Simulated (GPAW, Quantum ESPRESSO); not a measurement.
Consider BN (P6_3/mmc).

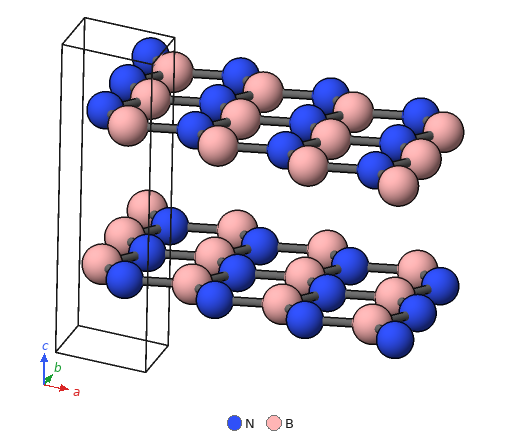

The structure (nitrogen blue, boron pink). 4×3×1 cells are drawn.

```xyz
4
Lattice="2.4982 0.0000 0.0000 -1.2491 2.1635 0.0000 0.0000 0.0000 6.6357" Properties=species:S:1:pos:R:3 pbc="T T T"
N     1.2491    0.7212    1.6589
N     0.0000    1.4424    4.9768
B     1.2491    0.7212    4.9768
B     0.0000    1.4424    1.6589
```

Absorber: atom 3, with 3 N at 1.44 Å (trigonal planar, site symmetry -6m2). Method: Quantum ESPRESSO XSpectra, LDA, full core hole (charged cell), 16-atom cell with 5.0 Å between holes, 5×5×4 k points, dipole transitions, Lorentzian half width 0.3 eV up to 4 eV, rising linearly to 2.5 eV at 25 eV (counted from xe0, 0.3 eV below the zero used here).

The database entry behind the starting cell differs from later determinations by our own check (about 0.3 % short, minor phase), so it need not match the best structure at ambient conditions.

Q: Where do the maxima of the B K edge fall?

Main maxima up to 24 eV above the zero (height): 0.9 eV (3.02), 7.0 eV (1.85), 8.9 eV (1.68) and 22.5 eV (0.80). A K edge sees empty p states; at this planar three-fold site the curve for the electric vector normal to the plane peaks at 0.9 eV, where it is mainly π* that absorbs: that direction carries over 70 % of the weight there. The total-energy difference plus the lowest empty eigenvalue puts the zero at 192.20 eV. One term is added: -5.56 eV, since the hole is spin-paired here and a spin-polarised one costs that much less in the free atom (computed apart). The photon energy is then 186.64 eV. The functional and the charged cell's background leave an error in such absolute values: in the free atom LDA prices this hole 2.2 eV below PBE (computed apart), and PBE is itself good to a few eV.

The B K spectrum (energy from the lowest empty level; intensity scaled to a mean of 1 over the first 20 eV; the points at xe0, where the cut of filled states can leave a spike, are interpolated; polarised curves are means over the symmetry-equivalent atoms):

| E (eV) | isotropic | ε ⊥ c | ε ∥ c |
| --- | --- | --- | --- |
| -2.0 | 0.07 | 0.02 | 0.17 |
| -0.5 | 0.32 | 0.02 | 0.93 |
| 1.0 | 2.76 | 0.03 | 8.21 |
| 2.5 | 0.20 | 0.06 | 0.49 |
| 4.0 | 0.40 | 0.16 | 0.88 |
| 5.5 | 0.93 | 1.15 | 0.47 |
| 7.0 | 1.85 | 2.53 | 0.47 |
| 8.5 | 1.62 | 2.05 | 0.76 |
| 10.0 | 1.26 | 1.49 | 0.78 |
| 11.5 | 0.99 | 1.17 | 0.62 |
| 13.0 | 0.91 | 1.07 | 0.60 |
| 14.5 | 0.86 | 1.02 | 0.55 |
| 16.0 | 0.86 | 1.04 | 0.49 |
| 17.5 | 0.72 | 0.84 | 0.47 |
| 19.0 | 0.62 | 0.71 | 0.45 |
| 20.5 | 0.69 | 0.80 | 0.46 |
| 22.0 | 0.79 | 0.96 | 0.45 |
| 23.5 | 0.76 | 0.91 | 0.47 |
| 25.0 | 0.63 | 0.69 | 0.50 |
| 26.5 | 0.51 | 0.51 | 0.51 |
| 28.0 | 0.43 | 0.38 | 0.53 |
| 29.5 | 0.40 | 0.30 | 0.59 |
| 31.0 | 0.38 | 0.26 | 0.63 |

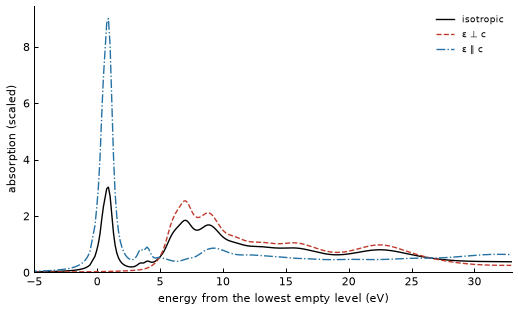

The B K edge.

The holes are only 5.0 Å apart, so the shape is probably not converged with cell size; no larger cell was run here. The structure is a published determination, not relaxed.

[Banner, clock and machine lines of the logs are left out without a mark of their own.]

[Logs are printed without paths, hosts, clocks, repeated set-up lines and the standing remarks that a program may print on its own settings, such as how far it seeks lower states.]

[Hosts, paths, dates, database ids (printed as entryN), source tags and the programs' standing remarks are cut or masked in the printed files.]

[Lists of maxima count a maximum above −3 eV only where it reaches 4 % of the highest in the window and stands out from its surroundings by 2 % of it (1.5 % where it reaches 55 %); shoulders and weaker maxima are passed over, and of the rest the first, up to two pre-edge ones and the few strongest are named.]
